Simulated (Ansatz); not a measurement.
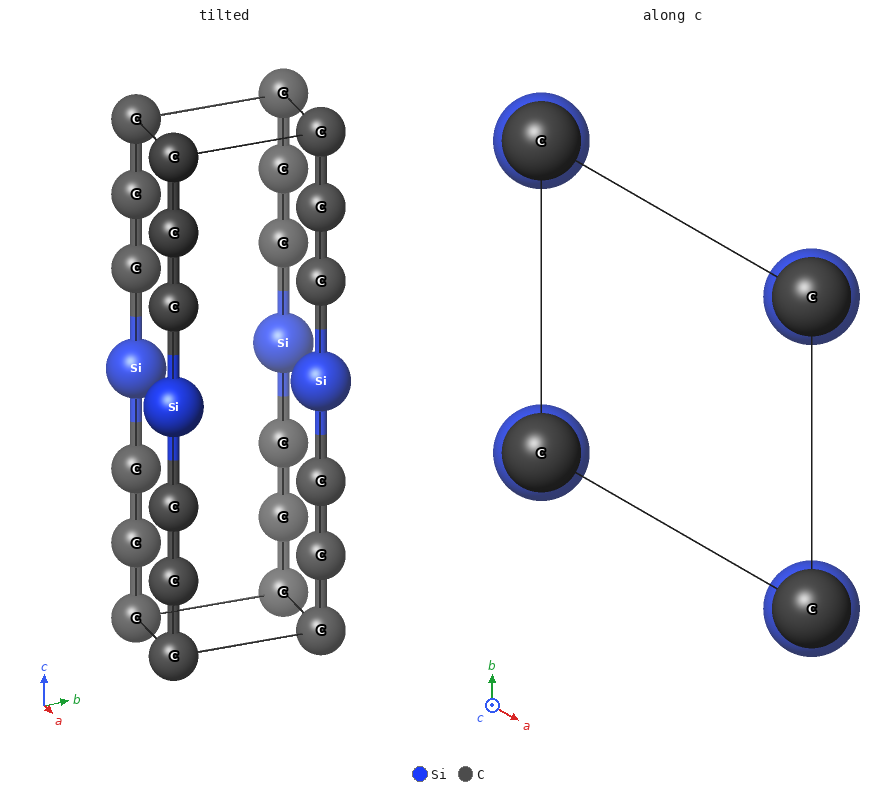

Structure drawing (ball-and-stick), viewed slightly off an axis and along the c axis. The lines enclose the conventional unit cell; boundary atoms appear with their images. Cell: a = 3.28 Å, b = 3.28 Å, c = 8.55 Å, α = 90.00°, β = 90.00°, γ = 120.00°.

The structure was taken from a structure type filled with these elements by a generator (whether the compound takes this form wasn't checked). Earlier steps of the study may have refined or changed the cell and positions. A calculation with Ansatz used it as input.

> Give a description of the structure.

Formula: SiC5. The space group is P6/mmm (No. 191); the lattice is primitive hexagonal. The cell has 6 atoms, namely 1 Si, 5 C. Si is surrounded by two C in a linear arrangement at about 1.7 Å. C takes three kinds of site: 2e with two C in a linear arrangement at about 1.3 Å; 1a with two C in a linear arrangement at about 1.3 Å; 2e with one Si and one C in a nearly linear arrangement (about 1.7 Å to Si, 1.3 Å to C). The bonds build SiC5 chains along [001].

Method: DFT PBE, scalar-relativistic, plane waves, PAW (Ansatz 0.2.0); cutoff 420 eV, Brillouin-zone sampling on a 12×12×6 mesh, Gaussian smearing of 0.1 eV, no spin polarisation.

> Metal or not?

A metal: bands cross the Fermi level.

> List the Bader charges.

Si +1.85 e; C -0.78 to -0.06 e.

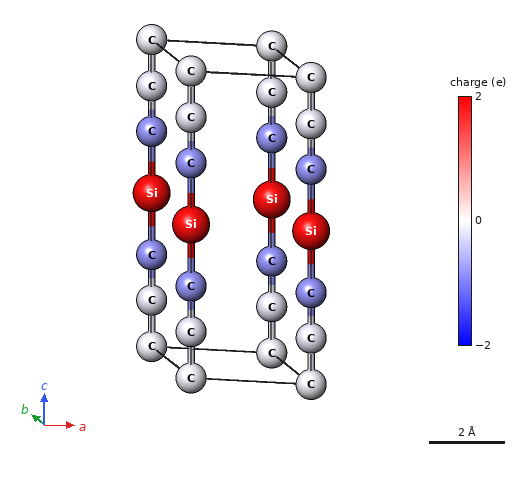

The atoms coloured by those charges. The run's cell of 6 atoms is drawn.

> Do the forces and the stress vanish for this geometry?

Yes. All forces vanish to within 0.01 eV/Å. The pressure is 0.0 GPa, close to zero.
